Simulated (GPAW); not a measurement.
**A GW chain in GPAW: SnSe2**

How does a plane-wave GW calculation on SnSe2 run from the first input to the gap?

Calculated with GPAW 26.7.0; PBE and many-body steps on it, plane waves.

### Step 1. The structure

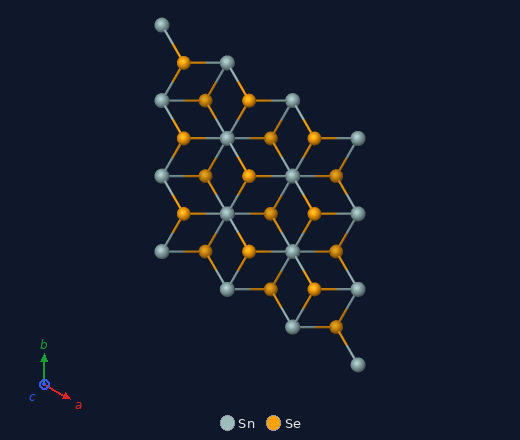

Start, viewed from above; tin teal, selenium orange. 3×3×1 cells are drawn. Some periodic images of atoms are drawn too.

The cell holds 3 atoms: 1 Sn and 2 Se. Its edges and angles: a = 3.811 Å, b = 3.811 Å, c = 14.100 Å, α = 90.0°, β = 90.0°, γ = 120.0°. It derives from SnSe2. Vacuum lies along c.

As a file:

```
Sn Se
1.0
     3.81100    0.00000    0.00000
    -1.90550    3.30042    0.00000
     0.00000    0.00000   14.10000
Sn Se
1 2
Direct
  0.00000 0.00000 0.50000
  0.33333 0.66667 0.60836
  0.66667 0.33333 0.39164
```

### Step 2. Ground state

This step: GPAW 26.7.0; DFT, PBE, plane waves, PAW.

The ground-state density comes first.

Contents of run.py:

```python
import json
import numpy as np
from gpaw.mpi import world
from ase import Atoms
from gpaw import GPAW, PW, FermiDirac

atoms = Atoms(['Sn', 'Se', 'Se'],
    cell=[[3.8110000000, 0.0000000000, 0.0000000000],
      [-1.9055000000, 3.3004228138, 0.0000000000],
      [0.0000000000, 0.0000000000, 14.1000000000]],
    scaled_positions=[[0.0000000000, 0.0000000000, 0.5000000000],
      [0.3333333333, 0.6666666667, 0.6083591489],
      [0.6666666667, 0.3333333333, 0.3916408511]],
    pbc=(True, True, False))
calc = GPAW(mode=PW(450),
    xc='PBE',
    kpts={'size': (9, 9, 1), 'gamma': True},
    occupations=FermiDirac(0.001),
    nbands=-7,
    convergence={'density': 1e-6, 'bands': -3},
    maxiter=100,
    txt='gs.txt')
atoms.calc = calc
res = {'energy': atoms.get_potential_energy(), 'forces': atoms.get_forces(), 'stress': atoms.get_stress()}
kpts = calc.get_ibz_k_points()
res['kpts'] = kpts
res['eigenvalues'] = [calc.get_eigenvalues(kpt=k) for k in range(len(kpts))]
res['n_electrons'] = calc.get_number_of_electrons()
calc.write('gs.gpw')

if world.rank == 0:
    with open('result.json', 'w') as f:
        json.dump(res, f, default=lambda x: x.tolist())
```

On the command line:

```
mpirun -n 4 gpaw python run.py
```

Numbers of over 12 decimals in the logs are rounded to 6 here.

The log of the run:

```text
__  _  _
 | _ |_)|_||  |
 |__||  | ||/\| - 26.7.0

Input parameters:
  mode=PW(ecut=450.000000),
  convergence={'density': 1e-06, 'bands': -3},
  kpts=MonkhorstPack(size=(9, 9, 1), gamma=True),
  maxiter=100,
  nbands=-7,
  occupations=Occupations(name='fermi-dirac', width=0.001, fixmagmom=False),
  xc=XC(name='PBE')
  [... matrices ...]
Diagonalizing LCAO Hamiltonian
Converting LCAO to pw mode

         Se

       Sn
             Se

Atoms  # Å, Bohr magnetons
|   | symbol |         x |        y |        z |    initial magnetic moments |
| 0 |     Sn |  0.000000 | 0.000000 | 7.050000 | ( 0.0000,  0.0000,  0.0000) |
| 1 |     Se | -0.000000 | 2.200282 | 8.577864 | ( 0.0000,  0.0000,  0.0000) |
| 2 |     Se |  1.905500 | 1.100141 | 5.522136 | ( 0.0000,  0.0000,  0.0000) |

Unit cell  # Å
| periodic |         x |        y |         z |   lengths |     angles |
|      yes |  3.811000 | 0.000000 |  0.000000 |  3.811000 |  90.000000 |
|      yes | -1.905500 | 3.300423 |  0.000000 |  3.811000 |  90.000000 |
|       no |  0.000000 | 0.000000 | 14.100000 | 14.100000 | 120.000000 |

Number of symmetries: 12
Symmetry operations  # r_c * U_cc + t_c -> r_c
|    | kind |            matrix            |
|  0 |  σ   |  1, 1, 0,  0,-1, 0,  0, 0, 1 |
|  1 |  S6  |  1, 1, 0, -1, 0, 0,  0, 0,-1 |
|  2 |  E   |  1, 0, 0,  0, 1, 0,  0, 0, 1 |
|  3 |  C2  |  1, 0, 0, -1,-1, 0,  0, 0,-1 |
|  4 |  C2  |  0, 1, 0,  1, 0, 0,  0, 0,-1 |
|  5 |  C3  |  0, 1, 0, -1,-1, 0,  0, 0, 1 |
|  6 |  S6  |  0,-1, 0,  1, 1, 0,  0, 0,-1 |
|  7 |  σ   |  0,-1, 0, -1, 0, 0,  0, 0, 1 |
|  8 |  σ   | -1, 0, 0,  1, 1, 0,  0, 0, 1 |
|  9 |  i   | -1, 0, 0,  0,-1, 0,  0, 0,-1 |
| 10 |  C3  | -1,-1, 0,  1, 0, 0,  0, 0, 1 |
| 11 |  C2  | -1,-1, 0,  0, 1, 0,  0, 0,-1 |

BZ-sampling:
  Number of BZ points: 81
  Number of IBZ points: 12

  Monkhorst-Pack size: [9, 9, 1]
  Monkhorst-Pack shift: [0, 0, 0]

K-points  # in reciprocal-cell coordinates
|     |                                coordinates |     weight |
|   0 | (  0.00000000,   0.00000000,   0.00000000) | 0.01234568 |
|   1 | (  0.11111111,   0.00000000,   0.00000000) | 0.07407407 |
|   2 | (  0.22222222,  -0.11111111,   0.00000000) | 0.07407407 |
|   3 | (  0.22222222,   0.00000000,   0.00000000) | 0.07407407 |
|   4 | (  0.33333333,  -0.11111111,   0.00000000) | 0.14814815 |
|   5 | (  0.33333333,   0.00000000,   0.00000000) | 0.07407407 |
|   6 | (  0.33333333,   0.33333333,   0.00000000) | 0.02469136 |
|   7 | (  0.44444444,  -0.22222222,   0.00000000) | 0.07407407 |
|   8 | (  0.44444444,  -0.11111111,   0.00000000) | 0.14814815 |
|   9 | (  0.44444444,   0.00000000,   0.00000000) | 0.07407407 |
| ... |                                            |            |
|  11 | (  0.44444444,   0.44444444,   0.00000000) | 0.07407407 |

Plane wave coefficients: 3889
Cutoff: 450.000000 eV

Spin-components: 1 (collinear spins)
Bands:           20
Projectors:      16
Spin-degeneracy: 2
Datatype:        complex128

  Storage: CPU
  Wave functions: 14_933_760 bytes (3_733_440 per core)
  Projectors: 17_173_824 bytes (4_293_456 per core)
  [... matrices ...]
Parallelization:
  kpt:    4
  domain: 1
  band:   1

Density:
  Valence electrons: 26.0
  Components: 1
  Grid points: [20 20 70]
  Charge: 0.0  # |e|

Potential:
  Grid points: [20 20 70]

species:
  Sn:
    name:    Tin
    Z:       50.0
    valence: 14
    core:    36
    charge:  0.0  # [|e|]
    compensation charges:
      type: gauss
      rc: 0.38  # [Å]
      lmax: 2
    cutoffs:
      filter: 2.23  # [Å]
      core: 2.35  # [Å]
    projectors
    | kind |    occ | energy [eV] | rcut [Å] |
    |   5s |  2.000 |     -10.538 |    1.201 |
    |   5p |  2.000 |      -3.696 |    1.270 |
    |   4d | 10.000 |     -25.845 |    1.185 |
    |    s |        |      16.674 |    1.201 |
    |    p |        |      23.515 |    1.270 |
    |    d |        |       1.367 |    1.185 |

    Using partial waves for Sn as LCAO basis

  Se:
    name:    Selenium
    Z:       34.0
    valence: 6
    core:    28
    charge:  0.0  # [|e|]
    compensation charges:
      type: gauss
      rc: 0.27  # [Å]
      lmax: 2
    cutoffs:
      filter: 1.77  # [Å]
      core: 2.67  # [Å]
    projectors
    | kind |    occ | energy [eV] | rcut [Å] |
    |   4s |  2.000 |     -17.277 |    0.847 |
    |   4p |  4.000 |      -6.512 |    1.005 |
    |    s |        |       9.935 |    0.847 |
    |    p |        |      20.699 |    1.005 |
    |    d |        |       0.000 |    0.847 |

    Using partial waves for Se as LCAO basis

Reference energy: -300217.757568  # eV

eigensolver:
  PPCG
  Converge bands: -3
  niter=2

density mixing:
  MSR1-Mixer
  Pratt-step length: 0.05
  Maximum mixing coefficient: 0.75
  Old densities: 10
  SVD Regularization: 0.005
  Good broyden scale: 1.0
  Trust region scale: 1.0
  Backstep threshold: 4.0
  History deletion threshold: 6.0
  Fourier metric: weight=20.0, sigma=0.015

occupation numbers:
  Fermi-Dirac:
    width: 0.0010  # eV

poisson solver:
  ecut: 3600.000000  # eV

xc functional:
  name: PBE with 2 nearest neighbor stencil

Initialization done in: 0.711 s

convergence criteria:
- Maximum integral of absolute [dens]ity change: 1e-06 electrons / valence electron
- Maximum [total energy] change in last 3 cyles: 0.0005 eV / valence electron
- Maximum integral of absolute [eigenst]ate change: 4e-08 eV^2 / valence electron
maximum number of iterations: 100

SCF iterations
|iter     |     time |      energy | eigst |  dens |
|iter:   1|  |  -12.185578 | +0.58 |       |
|iter:   2|  |  -12.136072 | -0.71 | -1.21 |
|iter:   3|  |  -11.952639 | -1.44 | -1.25 |
|iter:   4|  |  -11.943329 | -2.06 | -1.71 |
|iter:   5|  |  -11.943004c| -3.18 | -2.20 |
|iter:   6|  |  -11.942981c| -3.86 | -2.49 |
|iter:   7|  |  -11.943014c| -4.99 | -3.28 |
|iter:   8|  |  -11.943018c| -5.85 | -3.83 |
|iter:   9|  |  -11.943018c| -6.68 | -4.59 |
|iter:  10|  |  -11.943018c| -7.55c| -4.97 |
|iter:  11|  |  -11.943018c| -7.81c| -5.59 |
|iter:  12|  |  -11.943018c| -8.16c| -6.13c|

Converged in 12 steps
SCF loop duration: 3.449 s (0.287 s/step)
Energy contributions relative to reference atoms: (reference = -300217.757568)
  [... matrices ...]
Energy contributions:
  Kinetic:          29.780030
  Coulomb:         -26.909261
  Zero:             -0.135255
  External:          0.000000
  Xc:              -14.678531
  Entropy:          -0.000000
  Spinorbit:         0.000000
  ----------------------------
  Free energy:     -11.943018
  Extrapolated:    -11.943018

dipole moment: (-6.348019, -10.995092, 0.000112)  # |e|*Ang

Fermi level: -0.581
Eigenvalues  # (at kpt = [0.000, 0.000, 0.000])
| band index |      eig [eV] | occ [0-2] |
|          0 |       -22.390 |     2.000 |
|        ... |               |           |
|          5 |       -14.994 |     2.000 |
|          6 |       -13.460 |     2.000 |
|          7 |        -6.662 |     2.000 |
|          8 |        -2.233 |     2.000 |
|          9 |        -1.841 |     2.000 |
|         10 |        -1.841 |     2.000 |
|         11 |        -1.404 |     2.000 |
|         12 |        -1.404 |     2.000 |
|         13 |         0.488 |     0.000 |
[...]
|         18 |         4.798 |     0.000 |
|         19 |         6.362 |     0.000 |

Gap: 1.042 eV
Transition (v -> c):
  (s=0, k=1, n=12, [0.11, 0.00, 0.00]) -> (s=0, k=9, n=13, [0.44, 0.00, 0.00])
Direct/indirect transitions are different
Direct gap: 1.320 eV
Transition at: (s=0, k=9, n=12, [0.44, 0.00, 0.00])
vacuum-level: 4.818  # V

Forces  # eV/Ang
|        x |        y |        z |
| -0.00000 | -0.00000 |  0.00000 |  # Sn   0
| -0.00000 |  0.00000 |  0.84242 |  # Se   1
| -0.00000 | -0.00000 | -0.84242 |  # Se   2

Force computation time: 0.044  # s

Stress tensor  # eV/Ang^3
|         x |         y |         z |
| -0.009316 |  0.000000 |  0.000000 |
|  0.000000 | -0.009316 | -0.000000 |
|  0.000000 | -0.000000 | -0.012489 |

Stress computation time: 0.419  # s

# Writing to gs.gpw (mode='')
  [... matrices ...]
```

Run time: 6.1 s. Hardware: 4 MPI ranks of Arm Neoverse V2, shared host; peak memory 0.75 GiB; 24 s of CPU time.

This step gave:

- total energy: -11.94 eV
- gap: 1.042 eV
- k of the valence top: 0.1111, 0, 0
- k of the conduction bottom: 0.4444, 0, 0
- least direct gap: 1.320 eV

The gap is indirect, with the least direct gap 0.28 eV higher.

### Step 3. Bands along the symmetry lines

The cheap functional maps the bands first; the places of the edges decide which points the dearer methods must see.

Contents of run.py:

```python
import json
import numpy as np
from gpaw.mpi import world
from gpaw import GPAW

path = [[0.000000, 0.000000, 0.000000],
    [0.062500, 0.000000, 0.000000],
    [0.125000, 0.000000, 0.000000],
    [0.187500, 0.000000, 0.000000],
    [0.250000, 0.000000, 0.000000],
    [0.312500, 0.000000, 0.000000],
    [0.375000, 0.000000, 0.000000],
    [0.437500, 0.000000, 0.000000],
    [0.500000, 0.000000, 0.000000],
    [0.479167, 0.041667, 0.000000],
    [0.458333, 0.083333, 0.000000],
    [0.437500, 0.125000, 0.000000],
    [0.416667, 0.166667, 0.000000],
    [0.395833, 0.208333, 0.000000],
    [0.375000, 0.250000, 0.000000],
    [0.354167, 0.291667, 0.000000],
    [0.333333, 0.333333, 0.000000],
    [0.291667, 0.291667, 0.000000],
    [0.250000, 0.250000, 0.000000],
    [0.208333, 0.208333, 0.000000],
    [0.166667, 0.166667, 0.000000],
    [0.125000, 0.125000, 0.000000],
    [0.083333, 0.083333, 0.000000],
    [0.041667, 0.041667, 0.000000],
    [0.000000, 0.000000, 0.000000]]
calc = GPAW('gs.gpw').fixed_density(kpts=path,
    symmetry='off',
    nbands=23,
    convergence={'bands': 19},
    txt='bands.txt')
res = {}
kpts = calc.get_ibz_k_points()
res['kpts'] = kpts
res['eigenvalues'] = [calc.get_eigenvalues(kpt=k) for k in range(len(kpts))]
res['n_electrons'] = calc.get_number_of_electrons()

if world.rank == 0:
    with open('result.json', 'w') as f:
        json.dump(res, f, default=lambda x: x.tolist())
```

On the command line:

```
mpirun -n 4 gpaw python run.py
```

The log of the run:

```text
Diagonalizing LCAO Hamiltonian
Converting LCAO to pw mode
convergence criteria:
- Maximum integral of absolute [eigenst]ate change: 4e-08 eV^2 / valence electron
maximum number of iterations: 100

SCF iterations
|iter     |     time |      energy | eigst |  dens |
|iter:   1|  |             | +1.49 |       |
|iter:   2|  |             | +0.07 |       |
|iter:   3|  |             | -0.91 |       |
[...]
|iter:  11|  |             | -6.22 |       |
|iter:  12|  |             | -6.94 |       |
|iter:  13|  |             | -7.48c|       |
SCF steps: 13
  __  _  _
 | _ |_)|_||  |
 |__||  | ||/\| - 26.7.0

Input parameters:
  mode=PW(ecut=450.000000),
  convergence={'bands': 19},
  gpts=array([20, 20, 70]),
  kpts=KPoints(kpts=array([[0.      , 0.      , 0.      ],
         [0.0625  , 0.      , 0.      ],
         [0.125   , 0.      , 0.      ],
         [0.1875  , 0.      , 0.      ],
[...]
[0.479167, 0.041667, 0.      ],
         [0.458333, 0.083333, 0.      ],
[...]
[0.416667, 0.166667, 0.      ],
[...]
[0.25    , 0.25    , 0.      ],
[...]
[0.125   , 0.125   , 0.      ],
         [0.083333, 0.083333, 0.      ],
         [0.041667, 0.041667, 0.      ],
         [0.      , 0.      , 0.      ]])),
  maxiter=100,
  nbands=23,
  occupations=Occupations(name='fermi-dirac', width=0.001, fixmagmom=False),
  parallel={},
  symmetry=Symmetry(point_group=False, time_reversal=False),
  xc=XC(name='PBE')
  [... matrices ...]
timing:  # [seconds]
  Total: 0.023  # ━━━━━━━━━━━━━━━━━━━━━━━━━━━━━━━━━━━━━━━━━━━━━━━━━━━━━━━━━━━
```

It took 9.7 s on 4 MPI ranks; peak memory 0.82 GiB.

Numbers from this step:

```yaml
gap: 0.9756 eV
k_of_the_valence_top: 0.125, 0, 0
k_of_the_conduction_bottom: 0.5, 0, 0
least_direct_gap: 1.274 eV
```

The gap is 0.976 eV, −0.067 eV from the run before at this level.

Electronic bands along the path, in eV, zero at the top of the highest filled band:

| point | band 10 | band 11 | band 12 | band 13 | band 14 | band 15 | band 16 | band 17 |
| --- | --- | --- | --- | --- | --- | --- | --- | --- |
| Γ | -0.56 | -0.56 | -0.12 | -0.12 | 1.77 | 3.10 | 4.69 | 4.69 |
| M | -2.41 | -2.22 | -0.59 | -0.30 | 0.98 | 4.23 | 5.80 | 5.80 |
| K | -3.75 | -3.34 | -0.73 | -0.73 | 2.21 | 5.68 | 5.68 | 6.97 |
| Γ | -0.56 | -0.56 | -0.12 | -0.12 | 1.77 | 3.10 | 4.69 | 4.69 |

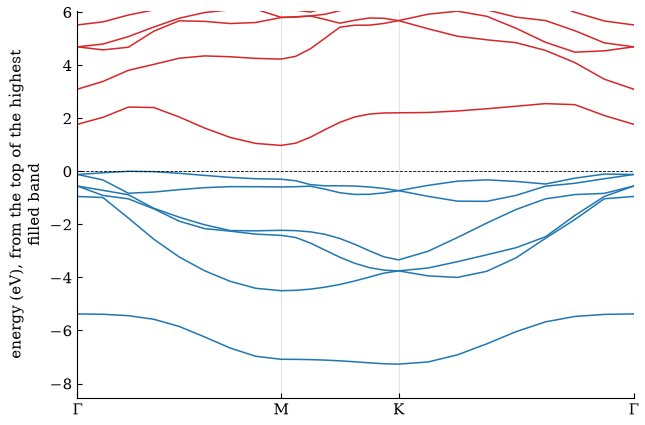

Electronic bands along the path; lines of filled and empty bands in two colours.

### Step 4. Empty states on the mesh, 9×9×1 mesh, 298 bands

The sums over transitions need many empty states on a uniform mesh; this step solves for them.

Contents of run.py:

```python
import json
import numpy as np
from gpaw.mpi import world
from gpaw import GPAW

calc = GPAW('gs.gpw').fixed_density(kpts={'size': (9, 9, 1), 'gamma': True},
    parallel={'domain': 1, 'band': 1},
    txt='nscf.txt')
calc.diagonalize_full_hamiltonian(nbands=298)
calc.write('full.gpw', mode='all')
res = {}
kpts = calc.get_ibz_k_points()
res['kpts'] = kpts
res['eigenvalues'] = [calc.get_eigenvalues(kpt=k) for k in range(len(kpts))]
res['n_electrons'] = calc.get_number_of_electrons()

if world.rank == 0:
    with open('result.json', 'w') as f:
        json.dump(res, f, default=lambda x: x.tolist())
```

On the command line:

```
mpirun -n 4 gpaw python run.py
```

The log of the run:

```text
Diagonalizing LCAO Hamiltonian
Converting LCAO to pw mode
convergence criteria:
- Maximum integral of absolute [eigenst]ate change: 4e-08 eV^2 / valence electron
maximum number of iterations: 100

SCF iterations
|iter     |     time |      energy | eigst |  dens |
|iter:   1|  |             | +0.59 |       |
|iter:   2|  |             | -0.75 |       |
|iter:   3|  |             | -1.60 |       |
[...]
|iter:   9|  |             | -6.37 |       |
|iter:  10|  |             | -7.20 |       |
|iter:  11|  |             | -7.73c|       |
SCF steps: 11
  __  _  _
 | _ |_)|_||  |
 |__||  | ||/\| - 26.7.0

Input parameters:
  mode=PW(ecut=450.000000),
  convergence={'density': 1e-06, 'bands': -3},
  gpts=array([20, 20, 70]),
  kpts=MonkhorstPack(size=(9, 9, 1), gamma=True),
  maxiter=100,
  nbands=20,
  occupations=Occupations(name='fermi-dirac', width=0.001, fixmagmom=False),
  parallel={'domain': 1, 'band': 1},
  xc=XC(name='PBE')
Matrix size: 3889x3889
# Writing to full.gpw (mode='all')
  [... matrices ...]

timing:  # [seconds]
  Total: 126.651  # ━━━━━━━━━━━━━━━━━━━━━━━━━━━━━━━━━━━━━━━━━━━━━━━━━━━━━━━━━
```

Run time: 2.2 min. Hardware: 4 MPI ranks; peak memory 5.4 GiB.

This step gave:

| Item | Value |
| --- | --- |
| gap | 1.042 eV |
| k of the valence top | 0.1111, 0, 0 |
| k of the conduction bottom | 0.4444, 0, 0 |
| least direct gap | 1.320 eV |
| k points computed | 12 |
| lowest point of the top converged band, above the valence top | 77.5100 eV |

On this mesh the gap is 1.042 eV.

(Part 1 of 2 ends here.)

[Paths, hosts, dates, memory and timing lines, banners, echoed tables and standing remarks are left out of the program output.]

[Logs are printed without paths, hosts, clocks, repeated set-up lines and the standing remarks that a program may print on its own settings, such as how far it seeks lower states.]

[Runs of the session that timed out or met a known fault of the program may be left out.]

[Hosts, paths, dates, database ids (printed as entryN), source tags and the programs' standing remarks are cut or masked in the printed files.]
